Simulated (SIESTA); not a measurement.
System: BN (space group P6_3mc).

Computed with SIESTA 5.4.2: DFT in numerical atomic orbitals with pseudopotentials, no spin polarisation; energies at scaled volumes of the given cell, shape and fractions fixed, counted from the fit's minimum, third-order Birch-Murnaghan fit. All runs: no spin polarisation.

```json
{"setting": "k mesh", "value": "12×12×6"}
{"setting": "occupations", "value": "Fermi–Dirac"}
{"setting": "smearing width", "value": "0.05 eV"}
{"setting": "potentials", "value": "PseudoDojo 0.4 standard, converted to PSML, two zetas on semicore shells"}
```

Describe the result: the pressure against volume, with one curve for each functional. The cases: PBEsol; LDA.

The fitted equilibrium volumes, smallest first, are LDA 5.807, PBEsol 5.936 Å³/atom. The fitted bulk moduli, smallest first, are PBEsol 388.5, LDA 403.4 GPa. For PBEsol, the pressure falls from 24.09 GPa at volume 5.6110 Å³/atom to −22.12 GPa at 6.3273 Å³/atom, and changes sign near 5.94 Å³/atom. For LDA, the pressure falls from 14.76 GPa at volume 5.6110 Å³/atom to −29.62 GPa at 6.3273 Å³/atom, and changes sign near 5.81 Å³/atom.

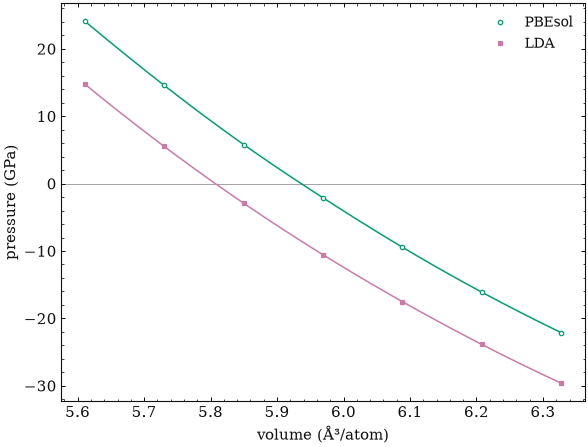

Keep in mind: mulliken charges of long orbitals; shape and atomic fractions are frozen while scaling, which makes layered, chain and framework solids too stiff.
